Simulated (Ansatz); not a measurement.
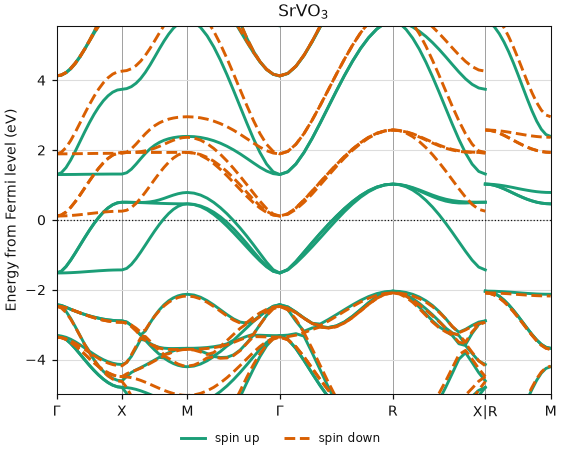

What does this figure show?

Band structure of SrVO₃, space group Pm-3m, 5 atoms in the cell. Computed with Ansatz: DFT r2SCAN, scalar-relativistic, plane waves, PAW, spin-polarised, 10×10×10 k mesh, 500 eV cutoff. Energies are counted from the Fermi level.

A half-metal: spin-up bands cross the Fermi level, while the spin-down bands leave a gap of 2.20 eV along the path around it. The cell's moment is 1.0 μB, a whole number as a half-metal requires. Bands cross the Fermi level on Γ–X, X–M, M–Γ, Γ–R and R–X, and not on R–M. At R the nearest levels lie 2.04 eV below and 1.03 eV above the Fermi level.

The run may have settled in a state above the lowest, so this need not be the ground state.
